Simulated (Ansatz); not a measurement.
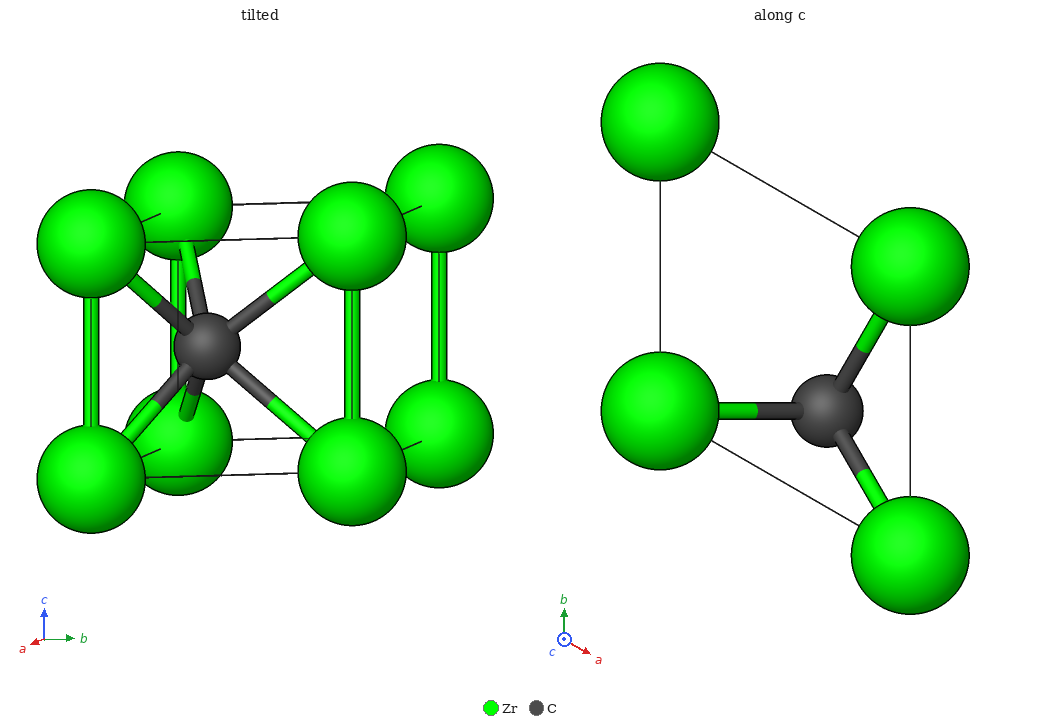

Crystal structure, ball-and-stick style, seen slightly off an axis and along the c axis. Lines trace the edges of the conventional unit cell. Cell: a = 3.27 Å, b = 3.27 Å, c = 2.93 Å, α = 90.00°, β = 90.00°, γ = 120.00°.

The model was built from a structure type filled with these elements by a generator (whether the compound takes this form wasn't checked). Earlier steps of the study, as a rule a relaxation of our own, may have changed the cell and positions, so they can lie some per cent off the listed ones. Ansatz was used for an electronic-structure calculation on it.

What can be read from this drawing?

Answer. The structure is one of ZrC. Its lattice is primitive hexagonal, its space group P-6m2 (No. 187). It belongs to the family called tungsten carbide (WC) type. There are 2 atoms in the cell: 1 Zr, 1 C. Within bonding distance, the neighbour counts come to Zr 8 and C 6. Not all metal-metal contacts are counted.

Results below were computed with DFT r2SCAN, scalar-relativistic, plane waves, PAW in Ansatz 0.2.0; the settings were 500 eV cutoff, a 12×12×12 sampling of the Brillouin zone, Gaussian smearing of 0.05 eV, no spin polarisation.

How large a gap does the method give, if there is one?

Answer. A metal: bands cross the Fermi level.

State the Bader charges by element.

Answer. Zr +1.88 e; C -1.88 e.

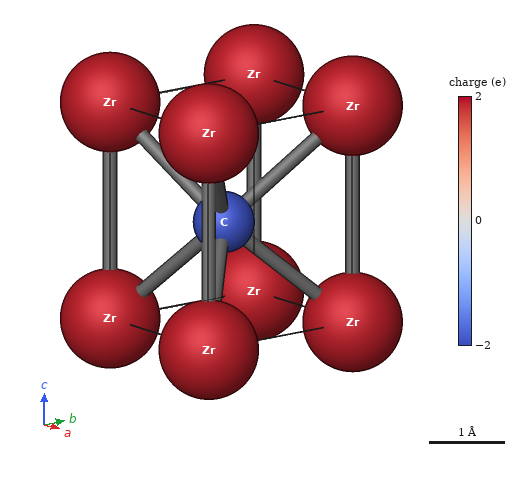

The atoms coloured by those charges. The run's cell of 2 atoms is drawn.

Has the structure come to rest?

Answer. Yes. All forces vanish to within 0.01 eV/Å. The pressure is 0.0 GPa, close to zero.
